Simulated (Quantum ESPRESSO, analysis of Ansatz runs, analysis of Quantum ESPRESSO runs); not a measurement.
# U centre (hydride ion on a halide site) in LiF: local vibrational mode, PBE (Quantum ESPRESSO)

How near does this set-up come to the measured local vibrational mode? Subject: U centre (hydride ion on a halide site) in LiF. Set-up: PBE, SSSP 1.3 efficiency PBE, 32-site cell, PBE lattice, k: 2x2x2 shifted. The model is a cell of 32 host atoms with 1 F taken out and 1 H put in. The frequencies come from force constants among the defect atom and its neighbours, with the masses of the isotopes named. Other potentials or another program check that the number doesn't hang on one set of files.

**The experiment.** Threefold local mode of H-: 1024 cm⁻¹, by infrared absorption (4.2-77 K) (quoted in “Electronic Absorption and Internal and External Vibrational Data of Atomic and Molecular Ions Doped in Alkali Halide Crystals (NSRDS-NBS 52)”, 1974, S. C. Jain, A. V. R. Warrier, S. K. Agarwal, quoting earlier work (1969)). Threefold local mode of D-: 746 cm⁻¹, by infrared absorption (4.2-77 K) (quoted in “Electronic Absorption and Internal and External Vibrational Data of Atomic and Molecular Ions Doped in Alkali Halide Crystals (NSRDS-NBS 52)”, 1974, S. C. Jain, A. V. R. Warrier, S. K. Agarwal, quoting earlier work (1969)).

Calculated with Quantum ESPRESSO 7.5; Quantum ESPRESSO plane-wave DFT, PBE, SSSP 1.3 efficiency PBE potentials; relaxation of all atoms of a defect supercell.

### Step 1. The starting structure

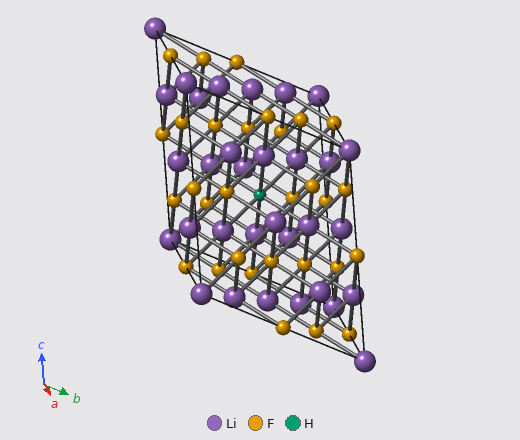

Start, viewed slightly off an axis; lithium purple, fluorine orange, hydrogen teal. Some periodic images of atoms are drawn too.

The cell holds 32 atoms: 16 Li, 15 F and 1 H. Cell: a = 7.042 Å, b = 7.042 Å, c = 7.042 Å, α = 109.5°, β = 109.5°, γ = 109.5°. It derives from LiF (space group Fm-3m). Nearest the centre at fractional (0.500, 0.500, 0.500): H27 at 0.00 Å, Li7 at 2.03 Å, Li10 at 2.03 Å, Li6 at 2.03 Å, Li16 at 2.03 Å, Li15 at 2.03 Å, Li12 at 2.03 Å, F24 at 2.87 Å.

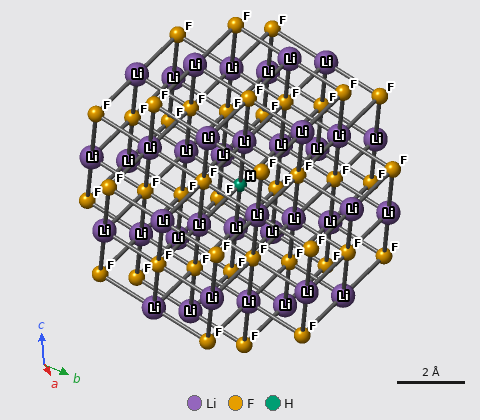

The atoms within 5 Å of the centre.

The host's primitive cell comes from a first run (Quantum ESPRESSO plane-wave DFT, PBE, SSSP 1.3 efficiency PBE potentials; relaxation of cell and atoms of a defect-free cell): vectors of 2.875, 2.875 and 2.875 Å. That is 8.40 Å³ an atom, 2.8 % over the diffraction cell's volume. The supercell is built on it.

### Step 2. Relaxation, charge 0

Every later number rests on the structure around the defect, so the atoms are relaxed at the host's lattice first.

Contents of pw.in:

```
&CONTROL
  calculation = 'relax'
  prefix = 'pwscf'
  outdir = './tmp'
  pseudo_dir = './pseudo'
  tprnfor = .true.
  disk_io = 'low'
  nstep = 70
  forc_conv_thr = 0.00039
  etot_conv_thr = 0.0001
/
&SYSTEM
  ibrav = 0
  nat = 32
  ntyp = 3
  ecutwfc = 60
  ecutrho = 480
  nbnd = 81
  occupations = 'smearing'
  smearing = 'fd'
  degauss = 0.00073499
/
&ELECTRONS
  conv_thr = 3d-08
  electron_maxstep = 100
  mixing_beta = 0.5
/
&IONS
  ion_dynamics = 'bfgs'
/
ATOMIC_SPECIES
Li     6.9400 li_pbe_v1.4.uspp.F.UPF
F     18.9984 f_pbe_v1.4.uspp.F.UPF
H      1.0080 H.pbe-rrkjus_psl.1.0.0.UPF
CELL_PARAMETERS angstrom
  -4.0654221593    4.0654221593    4.0654221593
   4.0654221593   -4.0654221593    4.0654221593
   4.0654221593    4.0654221593   -4.0654221593
ATOMIC_POSITIONS crystal
Li     0.0000000000    0.0000000000    0.0000000000
Li     0.0000000000    0.2500000000    0.7500000000
Li     0.0000000000    0.5000000000    0.5000000000
Li     0.0000000000    0.7500000000    0.2500000000
Li     0.2500000000    0.0000000000    0.7500000000
Li     0.2500000000    0.2500000000    0.5000000000
Li     0.2500000000    0.5000000000    0.2500000000
Li     0.2500000000    0.7500000000    0.0000000000
Li     0.5000000000    0.0000000000    0.5000000000
Li     0.5000000000    0.2500000000    0.2500000000
Li     0.5000000000    0.5000000000    0.0000000000
Li     0.5000000000    0.7500000000    0.7500000000
Li     0.7500000000    0.0000000000    0.2500000000
Li     0.7500000000    0.2500000000    0.0000000000
Li     0.7500000000    0.5000000000    0.7500000000
Li     0.7500000000    0.7500000000    0.5000000000
F      0.0000000000    0.0000000000    0.5000000000
F      0.0000000000    0.2500000000    0.2500000000
F      0.0000000000    0.5000000000    0.0000000000
F      0.0000000000    0.7500000000    0.7500000000
F      0.2500000000    0.0000000000    0.2500000000
F      0.2500000000    0.2500000000    0.0000000000
F      0.2500000000    0.5000000000    0.7500000000
F      0.2500000000    0.7500000000    0.5000000000
F      0.5000000000    0.0000000000    0.0000000000
F      0.5000000000    0.2500000000    0.7500000000
H      0.5000000000    0.5000000000    0.5000000000
F      0.5000000000    0.7500000000    0.2500000000
F      0.7500000000    0.0000000000    0.7500000000
F      0.7500000000    0.2500000000    0.5000000000
F      0.7500000000    0.5000000000    0.2500000000
F      0.7500000000    0.7500000000    0.0000000000
K_POINTS automatic
2 2 2 1 1 1
```

On the command line:

```console
$ OMP_NUM_THREADS=1 mpirun -n 4 pw.x -nk 2 -in pw.in > pw.out
```

Output:

```text
This program is part of the open-source Quantum ESPRESSO suite
     for quantum simulation of materials; please cite
         "P. Giannozzi et al., J. Phys.:Condens. Matter 21 395502 (2009);
         "P. Giannozzi et al., J. Phys.:Condens. Matter 29 465901 (2017);
         "P. Giannozzi et al., J. Chem. Phys. 152 154105 (2020);
          URL
     in publications or presentations arising from this work. More details at

     Message from routine setup:
     using ibrav=0 with symmetry is DISCOURAGED, use correct ibrav instead

     K-points division:     npool     =       2
     Subspace diagonalization in iterative solution of the eigenvalue problem:
     a serial algorithm will be used

     --------------------
     sticks:   dense  smooth     PW     G-vecs:    dense   smooth      PW
     Min        3193    1590    435               161268    57009    8147
     Max        3194    1591    436               161269    57012    8148
     Sum        6387    3181    871               322537   114021   16295

     Using Slab Decomposition

     bravais-lattice index     =            0
     lattice parameter (alat)  =      13.3065  a.u.
     unit-cell volume          =    1813.7338 (a.u.)^3
     number of atoms/cell      =           32
     number of atomic types    =            3
     number of electrons       =       154.00
     number of Kohn-Sham states=           81
     kinetic-energy cutoff     =      60.0000  Ry
     charge density cutoff     =     480.0000  Ry
     scf convergence threshold =      3.0E-08
     mixing beta               =       0.5000
     number of iterations used =            8  plain     mixing
     energy convergence thresh.=      1.0E-04
     force convergence thresh. =      3.9E-04
     Exchange-correlation= PBE
                           (   1   4   3   4   0   0   0)
     nstep                     =           70

     celldm(1)=  13.306540  celldm(2)=   0.000000  celldm(3)=   0.000000
     celldm(4)=   0.000000  celldm(5)=   0.000000  celldm(6)=   0.000000

     crystal axes: (cart. coord. in units of alat)
               a(1) = (  -0.577350   0.577350   0.577350 )
               a(2) = (   0.577350  -0.577350   0.577350 )
               a(3) = (   0.577350   0.577350  -0.577350 )

     reciprocal axes: (cart. coord. in units 2 pi/alat)
               b(1) = ( -0.000000  0.866025  0.866025 )
               b(2) = (  0.866025 -0.000000  0.866025 )
               b(3) = (  0.866025  0.866025  0.000000 )

     PseudoPot. # 1 for Li read from file:
     li_pbe_v1.4.uspp.F.UPF
     Pseudo is Ultrasoft, Zval =  3.0
     Generated by new atomic code, or converted to UPF format
     Using radial grid of  751 points,  5 beta functions with:
                l(1) =   0
                l(2) =   0
                l(3) =   0
                l(4) =   1
                l(5) =   1
     Q(r) pseudized with 10 coefficients,  rinner =    1.150   1.150   1.150

     PseudoPot. # 2 for F  read from file:
     f_pbe_v1.4.uspp.F.UPF
     Pseudo is Ultrasoft, Zval =  7.0
     Generated by new atomic code, or converted to UPF format
     Using radial grid of  799 points,  4 beta functions with:
                l(1) =   0
                l(2) =   0
                l(3) =   1
                l(4) =   1
     Q(r) pseudized with  8 coefficients,  rinner =    0.950   0.950   0.950

     PseudoPot. # 3 for H  read from file:
     H.pbe-rrkjus_psl.1.0.0.UPF
     Pseudo is Ultrasoft, Zval =  1.0
     Generated using "atomic" code by A. Dal Corso  v.5.1
     Using radial grid of  929 points,  2 beta functions with:
                l(1) =   0
                l(2) =   0
     Q(r) pseudized with 0 coefficients

     atomic species   valence    mass     pseudopotential
     Li                3.00     6.94000     Li( 1.00)
     F                 7.00    18.99840     F ( 1.00)
     H                 1.00     1.00800     H ( 1.00)

     48 Sym. Ops., with inversion, found (36 have fractional translation)

   Cartesian axes

     site n.     atom                  positions (alat units)
         1        Li     tau(   1) = (   0.0000000   0.0000000   0.0000000  )
         2        Li     tau(   2) = (   0.5773503   0.2886751  -0.2886751  )
         3        Li     tau(   3) = (   0.5773503   0.0000000   0.0000000  )
         4        Li     tau(   4) = (   0.5773503  -0.2886751   0.2886751  )
         5        Li     tau(   5) = (   0.2886751   0.5773503  -0.2886751  )
         6        Li     tau(   6) = (   0.2886751   0.2886751   0.0000000  )
         7        Li     tau(   7) = (   0.2886751   0.0000000   0.2886751  )
         8        Li     tau(   8) = (   0.2886751  -0.2886751   0.5773503  )
         9        Li     tau(   9) = (   0.0000000   0.5773503   0.0000000  )
        10        Li     tau(  10) = (   0.0000000   0.2886751   0.2886751  )
        11        Li     tau(  11) = (   0.0000000   0.0000000   0.5773503  )
        12        Li     tau(  12) = (   0.5773503   0.2886751   0.2886751  )
        13        Li     tau(  13) = (  -0.2886751   0.5773503   0.2886751  )
        14        Li     tau(  14) = (  -0.2886751   0.2886751   0.5773503  )
        15        Li     tau(  15) = (   0.2886751   0.5773503   0.2886751  )
        16        Li     tau(  16) = (   0.2886751   0.2886751   0.5773503  )
        17        F      tau(  17) = (   0.2886751   0.2886751  -0.2886751  )
        18        F      tau(  18) = (   0.2886751   0.0000000   0.0000000  )
        19        F      tau(  19) = (   0.2886751  -0.2886751   0.2886751  )
        20        F      tau(  20) = (   0.8660254   0.0000000   0.0000000  )
        21        F      tau(  21) = (   0.0000000   0.2886751   0.0000000  )
        22        F      tau(  22) = (   0.0000000   0.0000000   0.2886751  )
        23        F      tau(  23) = (   0.5773503   0.2886751   0.0000000  )
        24        F      tau(  24) = (   0.5773503   0.0000000   0.2886751  )
        25        F      tau(  25) = (  -0.2886751   0.2886751   0.2886751  )
        26        F      tau(  26) = (   0.2886751   0.5773503   0.0000000  )
        27        H      tau(  27) = (   0.2886751   0.2886751   0.2886751  )
        28        F      tau(  28) = (   0.2886751   0.0000000   0.5773503  )
        29        F      tau(  29) = (   0.0000000   0.8660254   0.0000000  )
        30        F      tau(  30) = (   0.0000000   0.5773503   0.2886751  )
        31        F      tau(  31) = (   0.0000000   0.2886751   0.5773503  )
        32        F      tau(  32) = (   0.0000000   0.0000000   0.8660254  )

     number of k points=     2  Fermi-Dirac smearing, width (Ry)=  0.0007
[...]
convergence has been achieved in   4 iterations

     Forces acting on atoms (cartesian axes, Ry/au):

[...]
Total force =     0.002245     Total SCF correction =     0.000029
     Energy error            =      9.3E-06 Ry
     Gradient error          =      8.6E-04 Ry/Bohr

     number of scf cycles    =   3
     number of bfgs steps    =   2

     energy             old  =    -966.1678996981 Ry
     energy             new  =    -966.1679089505 Ry

     CASE: energy            _new < energy            _old

     new trust radius        =       0.0020460289 bohr
     new conv_thr            =       0.0000000003 Ry

ATOMIC_POSITIONS (crystal)
[...]
NEW-OLD atomic charge density approx. for the potential

     Self-consistent Calculation

     iteration #  1     ecut=    60.00 Ry     beta= 0.50
[...]
Threshold (ethr) on eigenvalues was too large:
     Diagonalizing with lowered threshold

[...]
total energy              =    -966.16791863 Ry
     estimated scf accuracy    <       0.00000024 Ry

     iteration #  2     ecut=    60.00 Ry     beta= 0.50
[...]
total energy              =    -966.16791864 Ry
     estimated scf accuracy    <       0.00000002 Ry

     iteration #  3     ecut=    60.00 Ry     beta= 0.50
     Davidson diagonalization with overlap
     ethr =  1.39E-11,  avg # of iterations =  4.0

     total energy              =    -966.16791865 Ry
     estimated scf accuracy    <          1.1E-09 Ry

     iteration #  4     ecut=    60.00 Ry     beta= 0.50
     Davidson diagonalization with overlap
     ethr =  6.97E-13,  avg # of iterations =  3.5

     End of self-consistent calculation

          k = 0.4330 0.4330 0.4330 ( 14288 PWs)   bands (ev):

[...]
11.4422

          k = 0.0000 0.0000 0.4330 ( 14235 PWs)   bands (ev):

[...]
11.5386

     the Fermi energy is     5.1072 ev

!    total energy              =    -966.16791865 Ry
     estimated scf accuracy    <          2.2E-10 Ry
     smearing contrib. (-TS)   =       0.00000000 Ry
     internal energy E=F+TS    =    -966.16791865 Ry

     The total energy is F=E-TS. E is the sum of the following terms:
     one-electron contribution =    -446.39997795 Ry
     hartree contribution      =     280.63961315 Ry
     xc contribution           =    -198.00376748 Ry
     ewald contribution        =    -602.40378637 Ry

     convergence has been achieved in   4 iterations

     Forces acting on atoms (cartesian axes, Ry/au):

[...]
Total force =     0.001405     Total SCF correction =     0.000045
     Energy error            =      9.7E-06 Ry
     Gradient error          =      5.7E-04 Ry/Bohr

     number of scf cycles    =   4
     number of bfgs steps    =   3

     energy             old  =    -966.1679089505 Ry
     energy             new  =    -966.1679186484 Ry

     CASE: energy            _new < energy            _old

     new trust radius        =       0.0030690434 bohr
     new conv_thr            =       0.0000000003 Ry

ATOMIC_POSITIONS (crystal)
[...]
NEW-OLD atomic charge density approx. for the potential

     Self-consistent Calculation

     iteration #  1     ecut=    60.00 Ry     beta= 0.50
     Davidson diagonalization with overlap
     ethr =  1.00E-06,  avg # of iterations =  3.0

     Threshold (ethr) on eigenvalues was too large:
     Diagonalizing with lowered threshold

     Davidson diagonalization with overlap
     ethr =  1.07E-10,  avg # of iterations =  6.0

     total energy              =    -966.16792478 Ry
     estimated scf accuracy    <       0.00000034 Ry

     iteration #  2     ecut=    60.00 Ry     beta= 0.50
     Davidson diagonalization with overlap
     ethr =  2.20E-10,  avg # of iterations =  3.0

     total energy              =    -966.16792480 Ry
     estimated scf accuracy    <       0.00000004 Ry

     iteration #  3     ecut=    60.00 Ry     beta= 0.50
     Davidson diagonalization with overlap
     ethr =  2.35E-11,  avg # of iterations =  3.5

     total energy              =    -966.16792481 Ry
     estimated scf accuracy    <          2.4E-09 Ry

     iteration #  4     ecut=    60.00 Ry     beta= 0.50
     Davidson diagonalization with overlap
     ethr =  1.54E-12,  avg # of iterations =  3.5

     total energy              =    -966.16792481 Ry
     estimated scf accuracy    <          4.3E-10 Ry

     iteration #  5     ecut=    60.00 Ry     beta= 0.50
     Davidson diagonalization with overlap
     ethr =  2.81E-13,  avg # of iterations =  2.0

     End of self-consistent calculation

          k = 0.4330 0.4330 0.4330 ( 14288 PWs)   bands (ev):

[...]
11.4423

          k = 0.0000 0.0000 0.4330 ( 14235 PWs)   bands (ev):

[...]
-19.3894 -19.1673 -19.1597 -19.1597 -19.1290 -19.0645 -19.0644 -19.0644
   -19.0048 -18.9442 -18.9258 -18.9187 -18.9187 -18.8661 -18.8422  -2.1669
    -2.1669  -2.0403  -1.8146  -1.7688  -1.7383  -1.7383  -1.5294  -1.5075
    -1.5075  -1.4842  -1.3766  -1.3735  -1.2847  -1.2847  -1.1691  -1.0328
    -1.0224  -1.0224  -0.7485  -0.7485  -0.4537  -0.3902  -0.3902  -0.3897
    -0.3160  -0.3139  -0.2659  -0.2659  -0.2344  -0.2135  -0.2048  -0.2048
    -0.1574  -0.1026   0.0268   0.0268   0.0522   0.1257   0.1397   0.1397
     0.1834   0.1835   0.2396   0.2396   2.5220   9.8795  10.6362  10.6362
    11.5462

     the Fermi energy is     5.1136 ev

!    total energy              =    -966.16792481 Ry
     estimated scf accuracy    <          1.1E-10 Ry
     smearing contrib. (-TS)   =       0.00000000 Ry
     internal energy E=F+TS    =    -966.16792481 Ry

     The total energy is F=E-TS. E is the sum of the following terms:
     one-electron contribution =    -446.44255906 Ry
     hartree contribution      =     280.65694968 Ry
     xc contribution           =    -198.00403171 Ry
     ewald contribution        =    -602.37828372 Ry

     convergence has been achieved in   5 iterations

     Forces acting on atoms (cartesian axes, Ry/au):

[...]
atom   25 type  2   force =    -0.00000000   -0.00000000    0.00000000
     atom   26 type  2   force =    -0.00000000    0.00012887   -0.00012887
     atom   27 type  3   force =    -0.00000000   -0.00000000    0.00000000
     atom   28 type  2   force =    -0.00000000   -0.00012887    0.00012887
     atom   29 type  2   force =     0.00012887   -0.00000000    0.00012887
     atom   30 type  2   force =    -0.00012887    0.00012887    0.00000000
     atom   31 type  2   force =    -0.00012887   -0.00000000    0.00012887
     atom   32 type  2   force =     0.00012887    0.00012887   -0.00000000

     Total force =     0.000735     Total SCF correction =     0.000030
     Energy error            =      6.2E-06 Ry
     Gradient error          =      1.5E-04 Ry/Bohr

     bfgs converged in   5 scf cycles and   4 bfgs steps
     (criteria: energy <  1.0E-04 Ry, force <  3.9E-04 Ry/Bohr)

     End of BFGS Geometry Optimization

     Final energy             =    -966.1679248071 Ry

     File ./tmp/pwscf.bfgs deleted, as requested
Begin final coordinates

ATOMIC_POSITIONS (crystal)
[...]
F                0.5000000000        0.0000000000       -0.0000000000
F                0.5000000000        0.2500967413        0.7499032587
H                0.5000000000        0.5000000000        0.5000000000
F                0.5000000000        0.7499032587        0.2500967413
F                0.7499032587       -0.0001934826        0.7499032587
F                0.7499032587        0.2500967413        0.5000000000
F                0.7499032587        0.5000000000        0.2500967413
F                0.7499032587        0.7499032587       -0.0001934826
End final coordinates

=------------------------------------------------------------------------------=
   JOB DONE.
=------------------------------------------------------------------------------=
```

It took 64 s on 4 MPI ranks of Intel Xeon Platinum 8375C at 2.90GHz (Ice Lake), shared host; peak memory 0.89 GiB.

Hardly anything moved in the relaxation; the energy changed by under 0.2 meV an atom.

Neighbours of H27 at the end:

| atom | distance (Å) |
| --- | --- |
| Li7 | 2.037 |
| Li12 | 2.037 |
| Li6 | 2.037 |
| Li16 | 2.037 |
| Li15 | 2.037 |
| Li10 | 2.037 |
| F30 | 2.874 |
| F21 | 2.874 |
| F26 | 2.874 |
| F24 | 2.874 |
| F23 | 2.874 |
| F20 | 2.874 |
| F22 | 2.874 |
| F18 | 2.874 |
| F31 | 2.874 |
| F32 | 2.874 |

[end of part 1 of 2]

[Logs are printed without paths, hosts, clocks, repeated set-up lines and the standing remarks that a program may print on its own settings, such as how far it seeks lower states.]

[Hosts, paths, dates, database ids (printed as entryN), source tags and the programs' standing remarks are cut or masked in the printed files.]

[For some hosts the program warned that the k-mesh of the response run may be too coarse for force constants and the static dielectric constant; such warnings are not shown here.]
